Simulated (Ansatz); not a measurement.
**Cu2O (Pn-3m): scan of the Hubbard U in Python**

A script is to give a scan of the Hubbard U; the system is Cu2O (Pn-3m).

The COD entry's cell or inner coordinates are ideal or old and differ from later refinements, so a difference from it is no clean test against experiment.

All numbers are computed with the Python package of Ansatz 0.2.0. Level of theory: DFT PBE+U, plane waves, PAW.

### 1 The structure

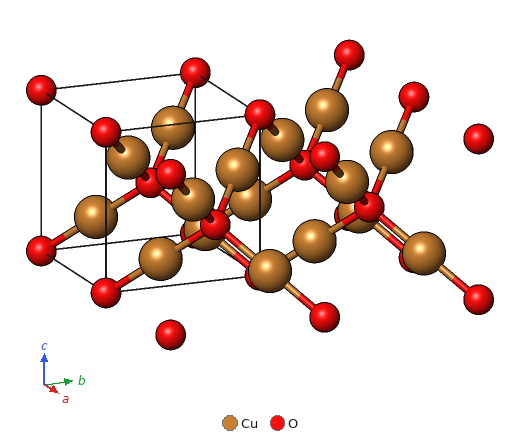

The starting structure, viewed slightly off an axis; copper orange, oxygen red. 2×2×1 cells are drawn. Atoms on cell faces are repeated.

The script holds or builds the structure itself.

### 2 Script

Input file plus_u.py:

```python
# -*- coding: utf-8 -*-
"""How the states of Cu2O follow the Hubbard U."""

import warnings

import ansatz
import numpy as np

XC = "PBE"
MESH = (6, 6, 6)
SMEARING = "fixed"


def count_gap(report):
    # lowest empty less highest filled band, counting bands; zero where they overlap
    return max(report.get("gap_by_band_count_ev") or 0.0, 0.0)

warnings.simplefilter("ignore", ansatz.DeckWarning)

vectors = np.array([
    [4.26, 0.0, 0.0],
    [0.0, 4.26, 0.0],
    [0.0, 0.0, 4.26],
])
xtal = (
    ansatz.Lattice.of(vectors)
    .atom("Cu", [0.25, 0.25, 0.25])
    .atom("Cu", [0.25, 0.75, 0.75])
    .atom("Cu", [0.75, 0.75, 0.25])
    .atom("Cu", [0.75, 0.25, 0.75])
    .atom("O", [0.0, 0.0, 0.0])
    .atom("O", [0.5, 0.5, 0.5])
)

setup = (
    xtal.calculation()
    .functional(XC)
    .basis(16 * ansatz.Ha)
    .kpoints(*MESH)
    .occupations(SMEARING)
    .band_table()
)
rows = []
for u in [0.0, 2.0, 4.0, 6.0]:
    data = setup.hubbard("Cu", "d", u_eff=u).run(threads=1).report
    shell = data["hubbard"]["n_scf"]
    rows.append((u, count_gap(data), sum(shell) / len(shell), data["n_iterations"]))
print("      U_eff eV  gap by band count eV  Cu d occupation (projector)      iterations")
for row in rows:
    print(f"{str(row[0]):>14s}  {row[1]:20.3f}  {row[2]:27.4f}  {row[3]:14d}")
```

### 3 What the engine is handed

The package turns the script's settings into the engine's input (first run):

```yaml
crystal:
  lattice:
    - [4.26, 0.0, 0.0]
    - [0.0, 4.26, 0.0]
    - [0.0, 0.0, 4.26]
  atoms:
    - { symbol: Cu, position: [0.25, 0.25, 0.25] }
    - { symbol: Cu, position: [0.25, 0.75, 0.75] }
    - { symbol: Cu, position: [0.75, 0.75, 0.25] }
    - { symbol: Cu, position: [0.75, 0.25, 0.75] }
    - { symbol: O, position: [0.0, 0.0, 0.0] }
    - { symbol: O, position: [0.5, 0.5, 0.5] }
basis:
  ecutwfc: 435.382179935808
kpoints:
  mp_grid:
    grid: [6, 6, 6]
hamiltonian:
  xc: pbe
  hubbard:
    - { species: Cu, l: d, u_eff: 0.0 }
scf:
  occupations:
    method: fixed
output:
  eigenvalues: true
```

### 4 The run

Started as:

```sh
$ python plus_u.py
```

The log of the run:

```text
      U_eff eV  gap by band count eV  Cu d occupation (projector)      iterations
           0.0                 0.534                       9.6519               9
           2.0                 0.670                       9.6917               9
           4.0                 0.793                       9.7289               9
           6.0                 0.910                       9.7632               9
```

It took 26 s on 1 thread of Arm Neoverse V1, shared host; peak memory 0.45 GiB.

### 5 Inputs of later runs

The engine's inputs for the other runs:

Run 2, against run 1:

```diff
@@ -21 +21 @@
-    - { species: Cu, l: d, u_eff: 0.0 }
+    - { species: Cu, l: d, u_eff: 2.0 }
```

Run 3, against run 1:

```diff
@@ -21 +21 @@
-    - { species: Cu, l: d, u_eff: 0.0 }
+    - { species: Cu, l: d, u_eff: 4.0 }
```

Run 4, against run 1:

```diff
@@ -21 +21 @@
-    - { species: Cu, l: d, u_eff: 0.0 }
+    - { species: Cu, l: d, u_eff: 6.0 }
```

A comment line of the script is reworded here; the code is as run.

### 6 The runs side by side

From the records of these 4 runs:

| run | U (eV) | energy (eV/atom) | gap on the mesh (eV) | SCF cycles | CPU time (s) |
| --- | --- | --- | --- | --- | --- |
| 1 | 0.0 | -4605.4964 | 0.53 | 9 | 6.5 |
| 2 | 2.0 | -4605.3051 | 0.67 | 9 | 6.3 |
| 3 | 4.0 | -4605.1337 | 0.79 | 9 | 6.1 |
| 4 | 6.0 | -4604.9813 | 0.91 | 9 | 6 |

Totals hang on method, basis and potentials, so only like runs compare.

### 7 Results

```
       quantity                                value
  runs compared                                    4
gap on the mesh  0.53 (U = 0.0) to 0.91 eV (U = 6.0)
```

In words: From U = 0 to 6 eV the gap on the mesh goes from 0.53 eV to 0.91 eV. Reading the output:
- The run is spin-unpolarised.
- The Fermi level of a run with fixed occupations marks the highest occupied state on its mesh, not mid-gap.
- A Hubbard U without spin forces both spins into the same orbitals, which can open a gap or pick a state that a spin-polarised run wouldn't.
- Of the deposited cell: the entry's cell lengths or inner coordinates differ somewhat from later room-temperature determinations.
- Gaps and levels are Kohn-Sham values on a finite set of k-points.
- Shell occupations and the effect of U depend on the projectors; a run with no .spin step is spin-unpolarised, and each U may end in a state that isn't the lowest.
